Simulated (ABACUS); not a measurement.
## A series of single points on MgO

System: MgO (4 atoms in the cell).
Method: Kohn-Sham DFT of a periodic cell, PBE, PseudoDojo NC SR 0.4.1 PBE standard, no spin polarisation (ABACUS 3.10.1).

The 7 runs differ only in the geometry, by an even scaling of the cell at fixed fractional positions. The structure derives from a Materials Project entry.

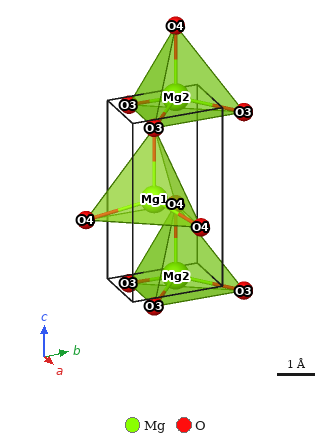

Figure 1. The structure of run 4 (polyhedral view of the cell of the calculation, seen slightly off an axis; polyhedra are completed across the faces of the cell; atoms are numbered from 1 in the order of the input).

## Input of run 4
```
INPUT_PARAMETERS
suffix              MgO
calculation         scf
basis_type          pw
pseudo_dir          ./
symmetry            1
dft_functional      pbe
ecutwfc             84
pseudo_rcut         10
nspin               1
nbands              20
ks_solver           dav
smearing_method     fd
smearing_sigma      0.00367493
scf_thr             1e-08
scf_nmax            100
mixing_type         broyden
mixing_beta         0.7
cal_force           1
cal_stress          1
kpar                4
```

## File STRU of run 4
```
ATOMIC_SPECIES
Mg 24.3050 Mg.upf
O 15.9990 O.upf

LATTICE_CONSTANT
1.8897261246

LATTICE_VECTORS
3.3077869865 0.0000000000 0.0000000000
-1.6538934933 2.8646275606 0.0000000000
0.0000000000 0.0000000000 4.9828816700

ATOMIC_POSITIONS
Direct

Mg
0.0
2
0.6666666667 0.3333333333 0.5021597400 1 1 1
0.3333333333 0.6666666667 0.0021597400 1 1 1

O
0.0
2
0.6666666667 0.3333333333 0.9024402600 1 1 1
0.3333333333 0.6666666667 0.4024402600 1 1 1
```

## File KPT of run 4
```
K_POINTS
0
Gamma
9 9 6 0 0 0
```

Command:
```bash
OMP_NUM_THREADS=1 mpirun -np 4 abacus > log
```

Lattice vectors (Å) and fractional positions of run 4:
```
   3.307787    0.000000    0.000000
  -1.653893    2.864628    0.000000
   0.000000    0.000000    4.982882
Mg  0.666667  0.333333  0.502160
Mg  0.333333  0.666667  0.002160
O   0.666667  0.333333  0.902440
O   0.333333  0.666667  0.402440
```

Run 5 differs from it as follows:
```diff
-3.3077869865 0.0000000000 0.0000000000
--1.6538934933 2.8646275606 0.0000000000
-0.0000000000 0.0000000000 4.9828816700
+3.3296934990 0.0000000000 0.0000000000
+-1.6648467495 2.8835991569 0.0000000000
+0.0000000000 0.0000000000 5.0158818481
```

## Results, with one run withheld

```tsv
run	volume per atom (Å³)	free energy per atom, from the lowest run given (meV)	pressure (GPa)	gap on the mesh (eV)
1	11.096	35.67	12.18	3.84
2	11.332	20.13	8.88	3.72
3	11.568	9.30	5.90	3.60
4	11.804	2.54	3.20	3.49
5	12.040	?	?	?
6	12.276	0.00	−1.45	3.28
7	12.512	3.56	−3.46	3.18
```

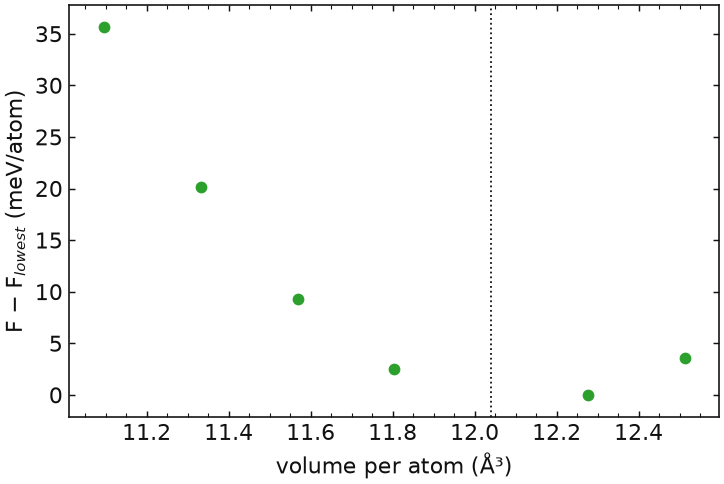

Figure 2. Free energy per atom of the runs given; the dotted line marks run 5.

What should run 5 give?

A cubic polynomial in V^(−2/3) (the Birch–Murnaghan form), fitted to the 6 runs given, misses them by at most 0.03 meV per atom. With x = V^(−2/3) − 0.19351 Å⁻², it reads F = 3.793 + 2199.2 x + 2.7268e+05 x² + 46819 x³ (meV per atom). At run 5 it gives −0.43 meV per atom, and the run itself gives −0.45. The slope of the fit gives a pressure −dF/dV of 0.82 GPa there, and the run prints 0.76 GPa. The two needn't agree exactly: the fit is approximate, and the printed stress is taken on a finite basis. The fit has its minimum at 12.125 Å³ per atom, where V d²F/dV² gives 115 GPa. Cell shape and fractional positions are held, so this is the stiffness under even scaling; the relaxed bulk modulus wasn't computed. The gap on the mesh goes, without turning, from 3.84 eV in run 1 to 3.18 eV in run 7; run 5 has 3.38 eV. These are gaps of this functional on this mesh, which can miss the band edges; they aren't the measured gap.

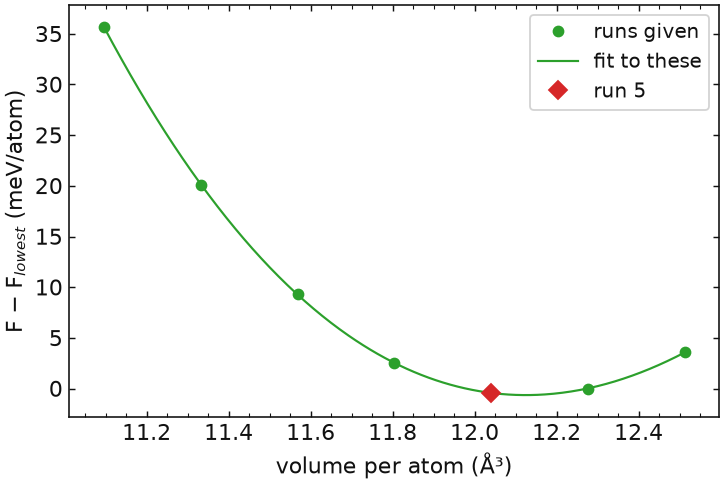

Figure 3. The fit and the withheld run.

## Some lines of the output (run 5)
```
[...]
 E_Fermi        0.2136484801         2.9068366983
 E_Fermi        0.5712378193         7.7720892552
 E_Fermi        0.4148498443         5.6443216974
 E_Fermi        0.5089970947         6.9252607534
 E_Fermi        0.5075858541         6.9060598393
 E_Fermi        0.5080072357         6.9117930304
 E_Fermi        0.5079766181         6.9113764567
 E_Fermi        0.5080168066         6.9119232499
 E_KS(sigma->0) -304.1842717185      -4138.6393373516
 E_Fermi        0.5080107734         6.9118411630
 final etot is -4138.6393374 eV
 EFERMI = 6.911841163 eV
 TOTAL-PRESSURE: 7.622973 KBAR
 !FINAL_ETOT_IS -4138.6393373516202701 eV
```
